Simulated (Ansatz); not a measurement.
# B14HN14 (cell charge −1, with a compensating background) (cell with a defect): what the fields show

```
B N H
1.0
     1.25609   -6.52684    0.00000
    -6.28045    2.17561    0.00000
     0.00000    0.00000   -8.34316
B N H
14 14 1
Direct
  0.61436 0.52689 0.72120
  0.32858 0.66976 0.72118
  0.04335 0.81318 0.71943
  0.47091 0.09819 0.71932
  0.18587 0.24074 0.71929
  0.90006 0.38406 0.72117
  0.75725 0.95551 0.72128
  0.65518 0.32444 0.28107
  0.36833 0.46890 0.27639
  0.08417 0.61491 0.28083
  0.51549 0.90170 0.27672
  0.22843 0.04174 0.21692
  0.94565 0.18595 0.28104
  0.80115 0.75462 0.27655
  0.60813 0.51688 0.27769
  0.32365 0.66192 0.27768
  0.03524 0.80062 0.27210
  0.46950 0.08980 0.27233
  0.18024 0.23481 0.27199
  0.89501 0.37511 0.29076
  0.75321 0.94644 0.27794
  0.66192 0.33638 0.72172
  0.37626 0.47928 0.72159
  0.09052 0.62218 0.72162
  0.51909 0.90784 0.72168
  0.23340 0.05073 0.71618
  0.94771 0.19359 0.72171
  0.80483 0.76503 0.72171
  0.22877 0.04171 0.06539
```

Theory: Ansatz, DFT PBE, scalar-relativistic, plane waves, PAW.

In a PAW calculation such maps are meaningful between the atoms, not at the nuclei.

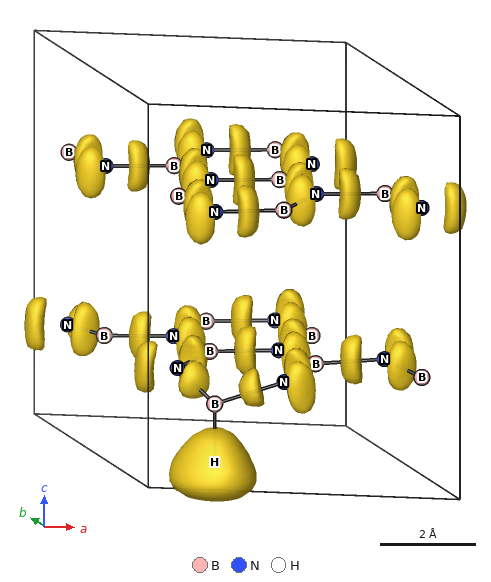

Figure 1. Isosurface of the ELF at 0.85 (yellow), seen slightly off an axis. Only the valence region is drawn (cores and ρ < 0.01 e/Å³ removed). Sticks mark near contacts.

**Identify the bonds, lone pairs and shells in this picture.**

The surface consists of 42 regions between bonded B–N atoms (shared pairs) and one region around a hydrogen nucleus, counted in one cell of 29 atoms. Any copies at cell faces, edges or corners count once. Along the contacts the grid gives the following. B–H (1.26 Å): the ELF climbs to about 1 towards the hydrogen, as it does in any bond to H (a covalent bond by its length). B–N (1.43 Å): the ELF peaks at about 0.90 between the atoms; a polar covalent bond.

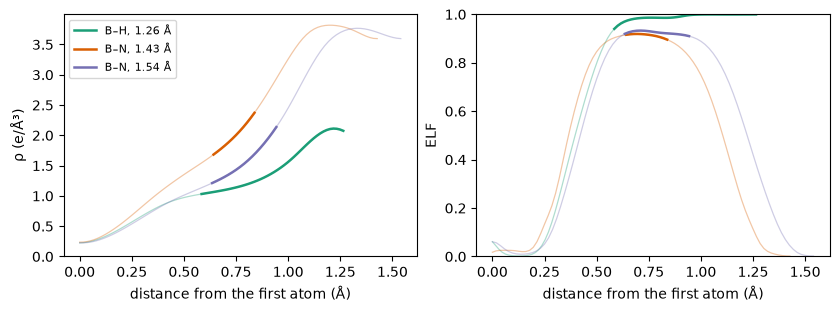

Figure 2. Valence electron density and ELF along straight lines between neighbouring atoms. Thin, pale parts lie inside the atomic spheres.

**What kind of bonding do the profiles show?**

B–H (1.26 Å): the density is about 1.1 e/Å³ at the midpoint; the ELF climbs to about 1 towards the hydrogen; an ordinary covalent bond to hydrogen.
B–N (1.43 Å): ρ at the midpoint is about 1.9 e/Å³; the ELF peaks at about 0.90 between the atoms; a shared but strongly polarised pair.
B–N (1.54 Å): ρ at the midpoint is about 1.5 e/Å³; the ELF peaks at about 0.95 between the atoms: a polar covalent bond.

**Does the calculation give a band gap?**

It is gapped, with a Kohn–Sham gap of 2.4 eV on the k-point mesh (the band edges may lie off the mesh, which would make the gap smaller).
